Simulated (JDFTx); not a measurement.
## Geometry relaxation, with input and output: PbO (part 3 of 3)

Continued. System: PbO (4 atoms in the cell). Method: Kohn-Sham DFT of a periodic cell, PBEsol, PseudoDojo-SR-PBEsol-0.4.1-standard, no spin polarisation (JDFTx 1.7.0 (patched build)); cutoff 1142.88 eV, 5×5×4 k-mesh, fermi-dirac of 0.05 eV. The structure derives from an entry of the Crystallography Open Database.

Geometry of the input (Å; fractional positions):
```
3.9900  0.0000  0.0000
0.0000  3.9900  0.0000
0.0000  0.0000  5.0100
Pb 0.5000  0.0000  0.7600
Pb 0.0000  0.5000  0.2400
O  0.5000  0.5000  0.0000
O  0.0000  0.0000  0.0000
```

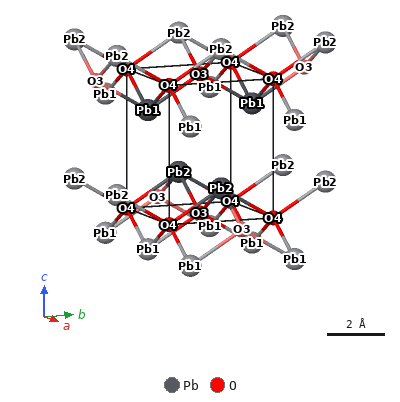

**Figure 1.** The geometry at step 4 of the log (ball-and-stick view of the cell of the calculation, seen slightly off an axis; neighbours outside the cell are drawn fainter; atoms are numbered from 1 in the order of the input).

**Output, continued**
```
# Strain tensor in Cartesian coordinates:
[   0.00412708            0            0  ]
[            0   0.00412708            0  ]
[            0            0   0.00243223  ]

# Stress tensor in Cartesian coordinates [Eh/a0^3]:
[ -4.06781e-07            0            0  ]
[            0 -4.06781e-07            0  ]
[            0            0  -5.8446e-06  ]

# Ionic positions in lattice coordinates:
ion Pb   0.500000000000000   0.000000000000000   0.764965517350750 1
ion Pb   0.000000000000000   0.500000000000000   0.235034482649250 1
ion O   0.500000000000000   0.500000000000000   0.000000000000000 1
ion O   0.000000000000000   0.000000000000000   0.000000000000000 1

# Forces in Cartesian coordinates:
force Pb   0.000000000000000   0.000000000000000  -0.000370250800357 1
force Pb   0.000000000000000  -0.000000000000000   0.000370250800357 1
force O   0.000000000000000   0.000000000000000  -0.000000000000000 1
force O   0.000000000000000   0.000000000000000   0.000000000000000 1

# Energy components:
   Eewald =     -112.5475748942259031
       EH =       41.2972694611279607
     Eloc =     -111.6598023734843395
      Enl =      -33.9436078313975926
      Exc =      -47.8793256738192312
 Exc_core =       20.8100354477702894
       KE =       91.2281039996241248
-------------------------------------
     Etot =     -152.6949018644046987
       TS =        0.0000000002129592
-------------------------------------
        F =     -152.6949018646176626

LatticeMinimize: Iter:   6  F: -152.694901864617663  |grad|_K:  6.546e-04  alpha:  1.000e+00  linmin: -3.047e-02

#--- Lowdin population analysis ---
# oxidation-state Pb +0.759 +0.759
# oxidation-state O -0.708 -0.708

-------- Electronic minimization -----------
Will mix electronic density at each iteration.
	FillingsUpdate:  mu: +0.341869821  nElectrons: 40.000000
	FillingsUpdate:  mu: +0.342724817  nElectrons: 40.000000
SCF: Cycle:  0   F: -152.694899197162982   dF: -4.127e-06   |Residual|: 6.806e-04   |deigs|: 2.224e-06
	FillingsUpdate:  mu: +0.342687969  nElectrons: 40.000000
SCF: Cycle:  1   F: -152.694901602516012   dF: -2.405e-06   |Residual|: 4.414e-04   |deigs|: 8.257e-05
	FillingsUpdate:  mu: +0.342709410  nElectrons: 40.000000
[... 4 further cycles ...]
SCF: Cycle:  6   F: -152.694901850181196   dF: -3.217e-10   |Residual|: 4.810e-06   |deigs|: 1.088e-06
	FillingsUpdate:  mu: +0.342708783  nElectrons: 40.000000
SCF: Cycle:  7   F: -152.694901850260749   dF: -7.955e-11   |Residual|: 1.516e-06   |deigs|: 3.497e-07
SCF: Converged (|Delta E|<1.000000e-09 for 2 iters).

Setting wave functions to eigenvectors of Hamiltonian
LatticeMinimize: 	Wolfe criterion not satisfied: alpha: 1  (E-E0)/|gdotd0|: 0.00654462  gdotd/gdotd0: -0.997102 (taking cubic step)

-------- Electronic minimization -----------
Will mix electronic density at each iteration.
	FillingsUpdate:  mu: +0.342708783  nElectrons: 40.000000
	FillingsUpdate:  mu: +0.342277007  nElectrons: 40.000000
SCF: Cycle:  0   F: -152.694901725905027   dF: -1.049e-06   |Residual|: 3.434e-04   |deigs|: 5.922e-07
	FillingsUpdate:  mu: +0.342295717  nElectrons: 40.000000
SCF: Cycle:  1   F: -152.694902338113707   dF: -6.122e-07   |Residual|: 2.226e-04   |deigs|: 4.171e-05
	FillingsUpdate:  mu: +0.342284943  nElectrons: 40.000000
[... 3 further cycles ...]
SCF: Cycle:  5   F: -152.694902400922189   dF: -4.263e-10   |Residual|: 8.719e-06   |deigs|: 5.650e-07
	FillingsUpdate:  mu: +0.342285385  nElectrons: 40.000000
SCF: Cycle:  6   F: -152.694902401004214   dF: -8.203e-11   |Residual|: 2.379e-06   |deigs|: 5.397e-07
SCF: Converged (|Delta E|<1.000000e-09 for 2 iters).

Setting wave functions to eigenvectors of Hamiltonian
# Lattice vectors:
R =
[      7.56767            0            0  ]
[            0      7.56767            0  ]
[            0            0      9.49097  ]
unit cell volume = 543.544

# Strain tensor in Cartesian coordinates:
[    0.0036691            0            0  ]
[            0    0.0036691            0  ]
[            0            0   0.00247569  ]

# Stress tensor in Cartesian coordinates [Eh/a0^3]:
[ -2.16319e-06            0            0  ]
[            0 -2.16319e-06            0  ]
[            0            0 -5.80913e-06  ]

# Ionic positions in lattice coordinates:
ion Pb   0.500000000000000   0.000000000000000   0.764801994256338 1
ion Pb   0.000000000000000   0.500000000000000   0.235198005743663 1
ion O   0.500000000000000   0.500000000000000   0.000000000000000 1
ion O   0.000000000000000   0.000000000000000   0.000000000000000 1

# Forces in Cartesian coordinates:
force Pb  -0.000000000000000   0.000000000000000  -0.000303423385824 1
force Pb  -0.000000000000000  -0.000000000000000   0.000303423385824 1
force O  -0.000000000000000   0.000000000000000   0.000000000000000 1
force O  -0.000000000000000   0.000000000000000   0.000000000000000 1

# Energy components:
   Eewald =     -112.5938890884262946
       EH =       41.2671423163177025
     Eloc =     -111.5839960226330305
      Enl =      -33.9438515457249395
      Exc =      -47.8798639655618814
 Exc_core =       20.8100354355925248
       KE =       91.2295204696545312
-------------------------------------
     Etot =     -152.6949024007814160
       TS =        0.0000000002228013
-------------------------------------
        F =     -152.6949024010042137

LatticeMinimize: Iter:   7  F: -152.694902401004214  |grad|_K:  6.137e-04  alpha:  4.947e-01  linmin: -8.570e-04

#--- Lowdin population analysis ---
# oxidation-state Pb +0.759 +0.759
# oxidation-state O -0.708 -0.708

-------- Electronic minimization -----------
Will mix electronic density at each iteration.
	FillingsUpdate:  mu: +0.342285385  nElectrons: 40.000000
	FillingsUpdate:  mu: +0.341549193  nElectrons: 40.000000
SCF: Cycle:  0   F: -152.694898000696526   dF: -5.505e-07   |Residual|: 1.255e-03   |deigs|: 1.574e-06
	FillingsUpdate:  mu: +0.341439638  nElectrons: 40.000000
SCF: Cycle:  1   F: -152.694902527487528   dF: -4.527e-06   |Residual|: 5.958e-04   |deigs|: 1.668e-04
	FillingsUpdate:  mu: +0.341478909  nElectrons: 40.000000
[... 4 further cycles ...]
SCF: Cycle:  6   F: -152.694902857595139   dF: -3.008e-10   |Residual|: 3.940e-06   |deigs|: 2.371e-06
	FillingsUpdate:  mu: +0.341489279  nElectrons: 40.000000
SCF: Cycle:  7   F: -152.694902857641864   dF: -4.673e-11   |Residual|: 1.459e-06   |deigs|: 2.432e-07
SCF: Converged (|Delta E|<1.000000e-09 for 2 iters).

Setting wave functions to eigenvectors of Hamiltonian
# Lattice vectors:
R =
[       7.5683            0            0  ]
[            0       7.5683            0  ]
[            0            0      9.50074  ]
unit cell volume = 544.195

# Strain tensor in Cartesian coordinates:
[   0.00375297            0            0  ]
[            0   0.00375297            0  ]
[            0            0   0.00350774  ]

# Stress tensor in Cartesian coordinates [Eh/a0^3]:
[  3.05498e-06            0            0  ]
[            0  3.05498e-06            0  ]
[            0            0  1.34218e-06  ]

# Ionic positions in lattice coordinates:
ion Pb   0.500000000000000  -0.000000000000000   0.764488583685460 1
ion Pb   0.000000000000000   0.500000000000000   0.235511416314541 1
ion O   0.500000000000000   0.500000000000000   0.000000000000000 1
ion O   0.000000000000000   0.000000000000000   0.000000000000000 1

# Forces in Cartesian coordinates:
force Pb   0.000000000000000  -0.000000000000000   0.000556839094263 1
force Pb   0.000000000000000  -0.000000000000000  -0.000556839094263 1
force O   0.000000000000000  -0.000000000000000  -0.000000000000000 1
force O   0.000000000000000  -0.000000000000000  -0.000000000000000 1

# Energy components:
   Eewald =     -112.5755329595741614
       EH =       41.2645565380848254
     Eloc =     -111.5964202478431844
      Enl =      -33.9425200850737028
      Exc =      -47.8776348753899157
 Exc_core =       20.8100354413366837
       KE =       91.2226133310538216
-------------------------------------
     Etot =     -152.6949028574056513
       TS =        0.0000000002362027
-------------------------------------
        F =     -152.6949028576418641

LatticeMinimize: Iter:   8  F: -152.694902857641864  |grad|_K:  8.436e-04  alpha:  1.000e+00  linmin:  3.878e-01
LatticeMinimize: Converged (|Delta F|<1.000000e-06 for 2 iters).

#--- Lowdin population analysis ---
# oxidation-state Pb +0.758 +0.758
# oxidation-state O -0.708 -0.708

Dumping 'run.eigStats' ...
	eMin: -0.355914 at state 0 ( [ +0.000000 +0.000000 +0.000000 ] spin 0 )
	HOMO: +0.310870 at state 0 ( [ +0.000000 +0.000000 +0.000000 ] spin 0 )
	mu  : +0.341489
	LUMO: +0.372742 at state 15 ( [ +0.400000 +0.400000 +0.000000 ] spin 0 )
	eMax: +0.709377 at state 17 ( [ +0.400000 +0.400000 +0.500000 ] spin 0 )
	HOMO-LUMO gap: +0.061872
	Optical gap  : +0.082162 at state 1 ( [ +0.000000 +0.000000 +0.250000 ] spin 0 )
Done!
```

**Trajectory as extended XYZ (Å, eV, eV/Å), 9 frames, from step=0 to step=8**
```
4
Lattice="3.9900 0.0000 0.0000 0.0000 3.9900 0.0000 0.0000 0.0000 5.0100" Properties=species:S:1:pos:R:3:forces:R:3 step=0 energy=-4155.03499
Pb    1.9950    0.0000    3.8076    0.0000   0.0000   0.2447
Pb    0.0000    1.9950    1.2024    0.0000   0.0000  -0.2447
O     1.9950    1.9950    0.0000    0.0000   0.0000   0.0000
O     0.0000    0.0000    0.0000    0.0000   0.0000   0.0000
4
Lattice="3.9899 0.0000 0.0000 0.0000 3.9899 0.0000 0.0000 0.0000 5.0089" Properties=species:S:1:pos:R:3:forces:R:3 step=1 energy=-4155.03618
Pb    1.9949    0.0000    3.8093    0.0000   0.0000   0.1994
Pb    0.0000    1.9949    1.1996    0.0000   0.0000  -0.1994
O     1.9949    1.9949    0.0000    0.0000   0.0000   0.0000
O     0.0000    0.0000    0.0000    0.0000   0.0000   0.0000
4
Lattice="3.9922 0.0000 0.0000 0.0000 3.9922 0.0000 0.0000 0.0000 5.0064" Properties=species:S:1:pos:R:3:forces:R:3 step=2 energy=-4155.03879
Pb    1.9961    0.0000    3.8174    0.0000   0.0000   0.0423
Pb    0.0000    1.9961    1.1889    0.0000   0.0000  -0.0423
O     1.9961    1.9961    0.0000    0.0000   0.0000   0.0000
O     0.0000    0.0000    0.0000    0.0000   0.0000   0.0000
4
Lattice="3.9955 0.0000 0.0000 0.0000 3.9955 0.0000 0.0000 0.0000 5.0075" Properties=species:S:1:pos:R:3:forces:R:3 step=3 energy=-4155.03926
Pb    1.9977    0.0000    3.8211    0.0000   0.0000   0.0206
Pb    0.0000    1.9977    1.1865    0.0000   0.0000  -0.0206
O     1.9977    1.9977    0.0000    0.0000   0.0000   0.0000
O     0.0000    0.0000    0.0000    0.0000   0.0000   0.0000
4
Lattice="4.0023 0.0000 0.0000 0.0000 4.0023 0.0000 0.0000 0.0000 5.0125" Properties=species:S:1:pos:R:3:forces:R:3 step=4 energy=-4155.03970
Pb    2.0011    0.0000    3.8270    0.0000   0.0000   0.0416
Pb    0.0000    2.0011    1.1855    0.0000   0.0000  -0.0416
O     2.0011    2.0011    0.0000    0.0000   0.0000   0.0000
O     0.0000    0.0000    0.0000    0.0000   0.0000   0.0000
4
Lattice="4.0101 0.0000 0.0000 0.0000 4.0101 0.0000 0.0000 0.0000 5.0193" Properties=species:S:1:pos:R:3:forces:R:3 step=5 energy=-4155.03986
Pb    2.0051    0.0000    3.8388    0.0000   0.0000   0.0062
Pb    0.0000    2.0051    1.1805    0.0000   0.0000  -0.0062
O     2.0051    2.0051    0.0000    0.0000   0.0000   0.0000
O     0.0000    0.0000    0.0000    0.0000   0.0000   0.0000
4
Lattice="4.0065 0.0000 0.0000 0.0000 4.0065 0.0000 0.0000 0.0000 5.0222" Properties=species:S:1:pos:R:3:forces:R:3 step=6 energy=-4155.03995
Pb    2.0032    0.0000    3.8418    0.0000   0.0000  -0.0190
Pb    0.0000    2.0032    1.1804    0.0000   0.0000   0.0190
O     2.0032    2.0032    0.0000    0.0000   0.0000   0.0000
O     0.0000    0.0000    0.0000    0.0000   0.0000   0.0000
4
Lattice="4.0046 0.0000 0.0000 0.0000 4.0046 0.0000 0.0000 0.0000 5.0224" Properties=species:S:1:pos:R:3:forces:R:3 step=7 energy=-4155.03997
Pb    2.0023    0.0000    3.8411    0.0000   0.0000  -0.0156
Pb    0.0000    2.0023    1.1813    0.0000   0.0000   0.0156
O     2.0023    2.0023    0.0000    0.0000   0.0000   0.0000
O     0.0000    0.0000    0.0000    0.0000   0.0000   0.0000
4
Lattice="4.0050 0.0000 0.0000 0.0000 4.0050 0.0000 0.0000 0.0000 5.0276" Properties=species:S:1:pos:R:3:forces:R:3 step=8 energy=-4155.03998
Pb    2.0025    0.0000    3.8435    0.0000   0.0000   0.0286
Pb    0.0000    2.0025    1.1841    0.0000   0.0000  -0.0286
O     2.0025    2.0025    0.0000    0.0000   0.0000   0.0000
O     0.0000    0.0000    0.0000    0.0000   0.0000   0.0000
```

**Results in brief**

```tsv
quantity	value
outcome	converged
space group (tolerance 0.01 Å)	P4/nmm (129)
electrons treated	40
free energy	−4155.0400 eV
gap on the k-point mesh	1.68 eV
pressure	−0.07 GPa
final volume	80.64 Å³
largest force (length of the vector) at the end	0.029 eV/Å
final cell	a = 4.005 Å, b = 4.005 Å, c = 5.028 Å, α = 90.00°, β = 90.00°, γ = 90.00°
hardware	1 thread of Intel Xeon (Granite Rapids), 32 GiB of memory available, shared host
wall time	7.2 min
peak memory	0.24 GiB
```

**Remarks**

Points of doubt noted for this run: coarse mesh. Spin–orbit coupling is left out, which matters for Pb.
